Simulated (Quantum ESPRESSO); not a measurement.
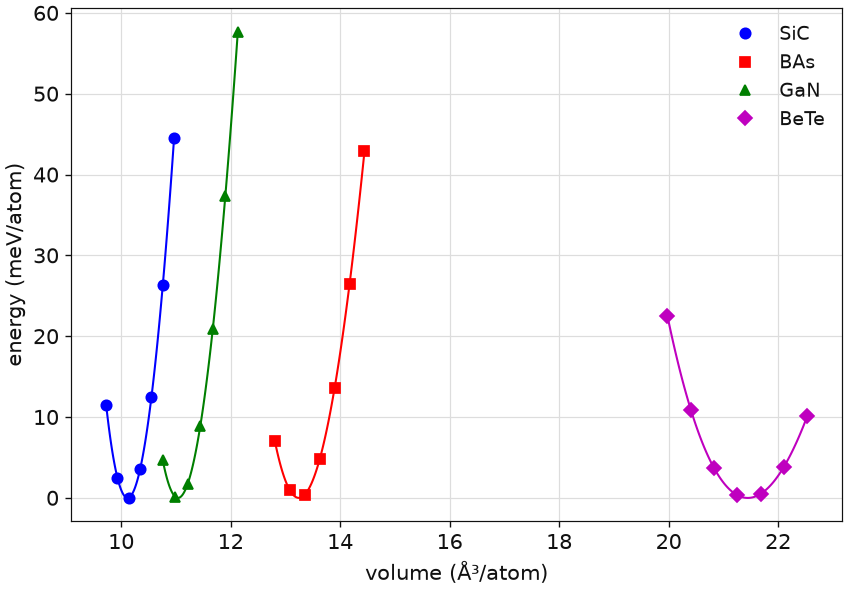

The plot gives the computed energy against volume, with one curve for each compound, for BAs, BeTe, GaN and SiC (all in space group F-43m (No. 216)).

How it was computed, with Quantum ESPRESSO 7.5: plane-wave DFT, no spin polarisation; energies at scaled volumes of the given cell, shape and fractions fixed, counted from the fit's minimum, third-order Birch-Murnaghan fit. Level: LDA.

occupations Fermi–Dirac; smearing width 0.05 eV; potentials PseudoDojo 0.4.1 SR LDA standard.

Settings that differ: SiC: density cutoff 4460 eV, wave cutoff 1120 eV, k mesh 10×10×10; BAs: density cutoff 4350 eV, wave cutoff 1090 eV, k mesh 10×10×10; GaN: density cutoff 4570 eV, wave cutoff 1140 eV, k mesh 10×10×10; BeTe: density cutoff 4790 eV, wave cutoff 1200 eV, k mesh 8×8×8.

Q: Order the curves by fitted equilibrium volume, smallest first.

A: SiC 10.117, GaN 11.038, BAs 13.245, BeTe 21.445 Å³/atom.

Q: Order the curves by fitted bulk modulus, smallest first.

A: BeTe 63.9, BAs 146.8, GaN 202.8, SiC 228.2 GPa.
